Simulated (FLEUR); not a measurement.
# Energy of K along an even scaling of the cell

System: K (1 atom in the cell).
Method: Kohn-Sham DFT of a periodic cell, PBEsol, all-electron, no spin polarisation (FLEUR MaX-R8.1 (later development tree)).

The 5 runs differ only in the geometry, by an even scaling of the cell at fixed fractional positions. The structure derives from a Materials Project entry.

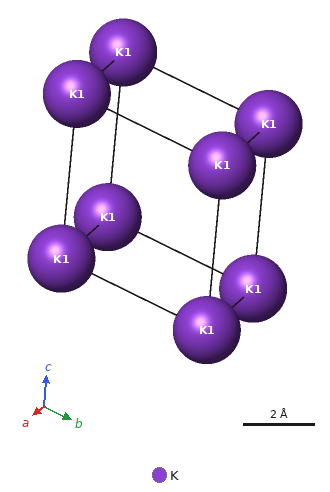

Figure 1. The structure of run 3 (spheres-only view of the cell of the calculation, seen slightly off an axis; atoms are numbered from 1 in the order of the input).

**Input of run 3**
```
<?xml version="1.0" encoding="UTF-8" standalone="no"?>
<fleurInput fleurInputVersion="0.39">
   <comment>
      K                                                                                                   
   </comment>
   <calculationSetup>
      <cutoffs Kmax="4.1" Gmax="12.7" GmaxXC="12.7" numbands="0"/>
      <scfLoop itmax="60" minDistance="0.00001" maxIterBroyd="15" imix="Anderson" alpha="0.05" precondParam="0.0" spinf="2.0" sdNocoIR="T"/>
      <coreElectrons ctail="T" frcor="F" kcrel="0" coretail_lmax="0"/>
      <xcFunctional name="PBEs" relativisticCorrections="F"/>
      <magnetism jspins="1"/>
      <soc l_soc="F" theta="0.0" phi="0.0" spav="F"/>
      <expertModes spex="0" secvar="F"/>
      <geometryOptimization l_f="F" forcealpha="1.0" forcemix="BFGS" epsdisp="0.00001" epsforce="0.00001"/>
      <ldaU l_linMix="F" mixParam="0.05" spinf="1.0"/>
   </calculationSetup>
   <cell>
      <bzIntegration valenceElectrons="9.0" mode="hist" fermiSmearingEnergy="0.00183747">
         <kPointListSelection listName="default-1"/>
         <!-- k-points included here -->
         <xi:include xmlns:xi="http://www.w3.org/2001/XInclude" href="kpts.xml"> </xi:include>
      </bzIntegration>
      <!-- symmetry operations included here -->
      <xi:include xmlns:xi="http://www.w3.org/2001/XInclude" href="sym.xml"> </xi:include>
      <bulkLattice scale="1.0">
         <bravaisMatrix>
            <row-1>   -5.0976468016452152     5.0976468016452152     5.0976468016452152</row-1>
            <row-2>    5.0976468016452152    -5.0976468016452152     5.0976468016452152</row-2>
            <row-3>    5.0976468016452152     5.0976468016452152    -5.0976468016452152</row-3>
         </bravaisMatrix>
      </bulkLattice>
   </cell>
   <atomSpecies>
      <species name="Potassium (K)" element="K" atomicNumber="19">
         <mtSphere radius="2.66" gridPoints="879" logIncrement="0.014"/>
         <atomicCutoffs lmax="11" lnonsphr="8"/>
         <electronConfig flipSpins="F">
            <coreConfig>(1s1/2) (2s1/2) (2p1/2) (2p3/2)</coreConfig>
            <valenceConfig>(3s1/2) (3p1/2) (3p3/2) (4s1/2)</valenceConfig>
            <stateOccupation state="(4s1/2)" spinUp="0.500000" spinDown="0.500000"/>
         </electronConfig>
         <energyParameters s="4" p="3" d="3" f="4"/>
         <lo type="SCLO" l="0" n="3" eDeriv="0"/>
         <lo type="HELO" l="1" n="4" eDeriv="0"/>
         <lo type="HELO" l="1" n="4" eDeriv="1"/>
         <lo type="SCLO" l="2" n="3" eDeriv="2"/>
         <lo type="SCLO" l="3" n="4" eDeriv="2"/>
      </species>
   </atomSpecies>
   <atomGroups>
      <atomGroup species="Potassium (K)">
         <relPos label="                   1">.0000000000 .0000000000 .0000000000</relPos>
         <force calculate="T" relaxXYZ="TTT"/>
      </atomGroup>
   </atomGroups>
   <output dos="F" band="F" slice="F">
      <checks vchk="F" cdinf="F"/>
      <bandDOS minEnergy="-.5*Htr" maxEnergy="0.5*Htr" sigma="0.015" storeEVData="T"/>
      <vacuumDOS vacdos="F" integ="F" star="F" nstars="0" locx1="0.0" locy1="0.0" locx2="0.0" locy2="0.0" nstm="0" tworkf="0.0"/>
      <unfoldingBand unfoldBand="F" supercellX="1" supercellY="1" supercellZ="1"/>
      <plotting iplot="0" polar="F">
         <plot TwoD="T" vec1="  1.0  0.0  0.0" vec2="  0.0  1.0  0.0" vec3="  0.0  0.0  1.0" zero="  0.0  0.0  0.0" file="plot"/>
      </plotting>
      <chargeDensitySlicing numkpt="0" minEigenval="0.0" maxEigenval="0.0" nnne="0" pallst="F"/>
      <specialOutput eonly="F"/>
      <moessbauerParams electricFieldGradient="T" isomerShift="T" coreHyperfine="T" valenceHyperfine="T"/>
      <magneticCircularDichroism mcd="F" energyLo="-10.0" energyUp="0.0"/>
   </output>
  <!-- We include the file relax.xml here to enable relaxations (see documentation) -->
  <xi:include xmlns:xi="http://www.w3.org/2001/XInclude" href="relax.xml"> <xi:fallback/> </xi:include>
</fleurInput>
```

Lattice vectors (Å) and fractional positions of run 3:
```
  -2.697559    2.697559    2.697559
   2.697559   -2.697559    2.697559
   2.697559    2.697559   -2.697559
K   0.000000  0.000000  0.000000
```

Run 4 has the same physical settings and fractional positions; its lattice vectors (Å) are:
```
  -2.733057    2.733057    2.733057
   2.733057   -2.733057    2.733057
   2.733057    2.733057   -2.733057
```

**Results, with one run withheld**

| run | volume per atom (Å³) | free energy per atom, from the lowest run given (meV) |
| --- | --- | --- |
| 1 | 73.807 | 0.00 |
| 2 | 75.378 | 1.72 |
| 3 | 78.519 | 6.89 |
| 4 | 81.659 | ? |
| 5 | 83.230 | 18.16 |

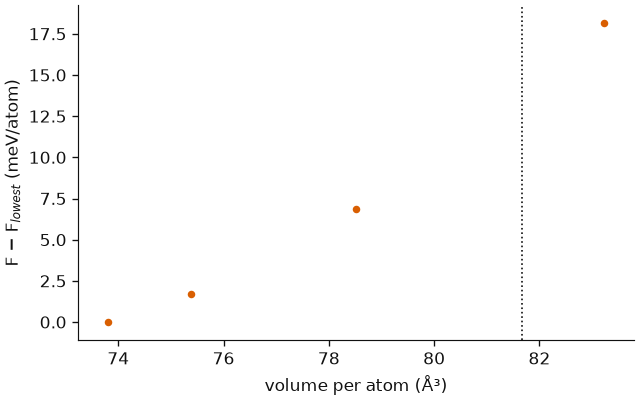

Figure 2. Free energy per atom of the runs given; the dotted line marks run 4.

Estimate the energy of run 4 from the others.

A quadratic polynomial in V^(−2/3) (the Birch–Murnaghan form), fitted to the 4 runs given, misses them by under 0.01 meV per atom. With x = V^(−2/3) − 0.05497 Å⁻², it reads F = 5.1418 − 3791.2 x + 5.5398e+05 x² (meV per atom). At run 4 it gives 14.00 meV per atom, and the run itself gives 14.00. The fit has no minimum inside this range.

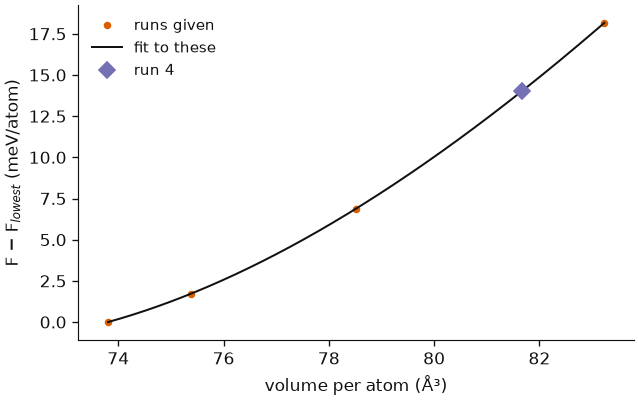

Figure 3. The fit and the withheld run.

**Output (run 4)**
```
Welcome to FLEUR        (www.flapw.de)
      MaX-Release 8.1          (www.max-centre.eu)

 ========== k-point set info ==========
 Selected k-point list: default-1
 k-point list type: mesh
 7 x 7 x 7
 Number of k points: 20

 ------------Calculation Setup---------------------------
 Number of MPI-tasks      :            1
 Number of PE/node        :            1
 Number of OMP-threads    :            1
 Most efficient MPI parallelization for:
           1           2           4           5          10          20
 Additional eigenvalue parallelization possible
 Number of basis functions:          685
 Approximate size of matrices (H+S) per k-point:         0.007 GB
 --------------------------------------------------------

 Iteration:     1   Distance:       0.73613879 me/bohr^3

 Iteration:     2   Distance:       0.69454678 me/bohr^3

 Iteration:     3   Distance:       0.25492924 me/bohr^3

 Iteration:     4   Distance:       0.12183930 me/bohr^3

 Iteration:     5   Distance:       0.02929935 me/bohr^3

 Iteration:     6   Distance:       0.00835663 me/bohr^3

 Iteration:     7   Distance:       0.00504235 me/bohr^3

 Iteration:     8   Distance:       0.00031222 me/bohr^3

 Iteration:     9   Distance:       0.00075554 me/bohr^3

 Iteration:    10   Distance:       0.00003725 me/bohr^3

 Iteration:    11   Distance:       0.00000595 me/bohr^3

 ********************************************************************
 Run finished successfully
 Stop message:
   all done
 ********************************************************************
```
